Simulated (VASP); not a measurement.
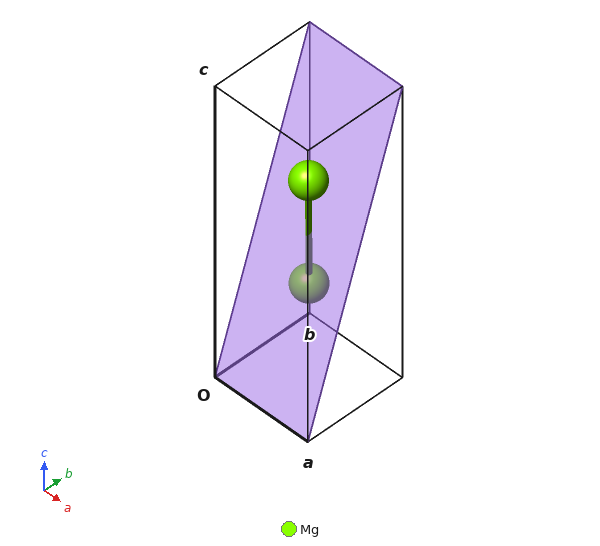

Every member of one family of equally spaced planes, hx + ky + lz = a whole number, that cuts the unit cell is shaded (one member passes through the origin O). Crystal: Mg, the end point of a relaxation with VASP Kohn-Sham DFT of a periodic cell, BLYP, VASP PAW PBE potentials, recommended in VASP 6.6.1. The drawing is computed from the coordinates (standard cell, symmetry found to 0.002 Å).

a = 3.179 Å, b = 3.179 Å, c = 5.380 Å, α = 90.00°, β = 90.00°, γ = 120.00°.

> What are the Miller indices?

(0 1 −1), in four indices (0 1 −1 −1); the opposite sign names the same planes. The member next to the origin meets the axes a never, b at 1, c at −1.

> What is the spacing?

d = 2.451 Å.

> Which atoms of the cell lie in these planes (within 0.03 Å)?

No atom.
